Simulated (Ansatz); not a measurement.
Consider Ti12C13 (slab).

Input

```
crystal:
  lattice:
    - [6.0257129982, 0.0, 0.0]
    - [0.0, 6.0257129982, 0.0]
    - [0.0, 0.0, 19.7334903671]
  atoms:
    - { symbol: Ti, position: [0.25, 0.25, 0.2027010896] }
    - { symbol: Ti, position: [0.25, 0.75, 0.2027010896] }
    - { symbol: Ti, position: [0.75, 0.25, 0.2027010896] }
    - { symbol: Ti, position: [0.75, 0.75, 0.2027010896] }
    - { symbol: C, position: [0.0, 0.0, 0.2027010896] }
    - { symbol: C, position: [0.0, 0.5, 0.2027010896] }
    - { symbol: C, position: [0.5, 0.0, 0.2027010896] }
    - { symbol: C, position: [0.5, 0.5, 0.2027010896] }
    - { symbol: Ti, position: [0.0, 0.0, 0.3085377016] }
    - { symbol: Ti, position: [0.0, 0.5, 0.3085377016] }
    - { symbol: Ti, position: [0.5, 0.0, 0.3085377016] }
    - { symbol: Ti, position: [0.5, 0.5, 0.3085377016] }
    - { symbol: C, position: [0.25, 0.25, 0.3079312156] }
    - { symbol: C, position: [0.25, 0.75, 0.3079312156] }
    - { symbol: C, position: [0.75, 0.25, 0.3079312156] }
    - { symbol: C, position: [0.75, 0.75, 0.3079312156] }
    - { symbol: Ti, position: [0.25, 0.25, 0.4124330642] }
    - { symbol: Ti, position: [0.25, 0.75, 0.4124330642] }
    - { symbol: Ti, position: [0.75, 0.25, 0.4124330642] }
    - { symbol: Ti, position: [0.75, 0.75, 0.4124330642] }
    - { symbol: C, position: [0.0, 0.0, 0.4172343673] }
    - { symbol: C, position: [0.0, 0.5, 0.4172343673] }
    - { symbol: C, position: [0.5, 0.0, 0.4172343673] }
    - { symbol: C, position: [0.5, 0.5, 0.4172343673] }
    - { symbol: C, position: [0.0, 0.0625, 0.4807929483] }
basis:
  ecutwfc: 420
kpoints:
  mp_grid: { grid: [5, 5, 1] }
hamiltonian:
  xc: lda
scf:
  occupations: { method: gaussian, width: 0.1 }
output:
  forces: true
  eigenvalues: true
  write_density: true
  write_potential: true
  elf: true
  volumetric_format: npy
relax:
  adjacent_minimum: "off"
  f_tol: 0.025
  max_steps: 16
  constraints:
    - { sites: [0, 1, 2, 3, 4, 5, 6, 7, 8, 9, 10, 11, 12, 13, 14, 15, 16, 17, 18, 19, 20, 21, 22, 23] }
    - { sites: [24], fix: xy }
efield:
  axis: 3
  dipole_correction: true
  ramp_width: 0.04
```

Command:

```sh
ansatz run input.yaml --threads 4 --pin off --max-ram 12288MiB --backend cpu --events-out ev --progress --plain --runs-dir out
```

A point of a scan over the structure, not its minimum; not relaxed (largest force 1.6 eV/Å); computed without spin polarisation.

The calculation used DFT LDA, scalar-relativistic, plane waves, PAW (Ansatz).

> What can the converged valence pseudo-density and electron localisation function tell about the bonding?

Ti–C (2.06 Å): ρ is about 0.63 e/Å³ halfway; the ELF peaks at about 0.80 in the valence shell of C, 0.7 Å from its nucleus, and is about 0.30 at the midpoint.
Ti–C (2.13 Å): ρ at the midpoint is about 0.55 e/Å³; the ELF peaks at about 0.80 in the valence shell of C, 0.7 Å from its nucleus, and is about 0.30 at the midpoint.

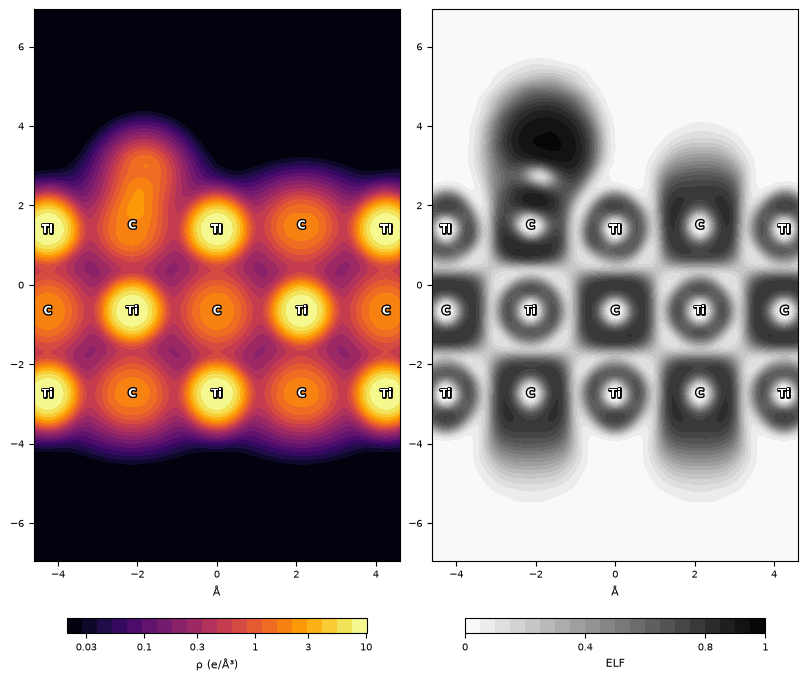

Computed valence pseudo-density and electron localisation function on the (11̄0) plane of the calculation cell, a cut from vacuum to vacuum, in this order. Atoms just off the plane (C, 0.3 Å away) can leave unmarked features too.
